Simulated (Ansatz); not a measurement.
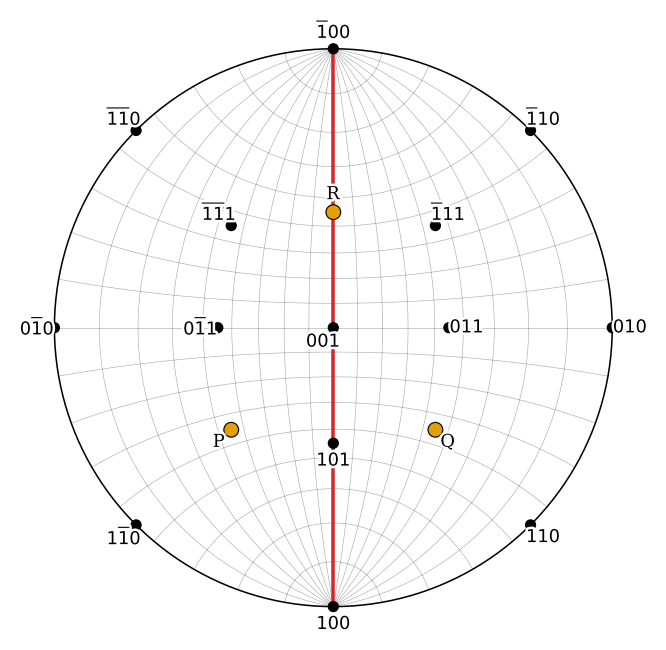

Crystal: Mo, the end point of a relaxation with Ansatz, DFT, BLYP, plane waves (420 eV) with PAW, scalar-relativistic; the starting structure was generated, so it need not be a known form of this composition. Stereographic projection of plane normals (upper hemisphere) centred on (0 0 1). All values are computed from the atomic coordinates in the standard setting (tolerance 0.002 Å).

a = 5.107 Å, b = 5.107 Å, c = 5.107 Å, α = 90.00°, β = 90.00°, γ = 90.00°.

Index the poles marked P, Q, R.

Answer. P is (1 −1 1), 54.7° from the centre; Q is (1 1 1), 54.7° from the centre; R is (−1 0 1), 45.0° from the centre.

Which zone does the coloured great circle trace?

Answer. The zone [0 1 0]: its poles satisfy k = 0.

What is the angle between the normals of (0 −1 0) and (0 −1 1), and what are their d_hkl = 1/|g|?

Answer. 45.0°; d = 5.107 Å and 3.611 Å.
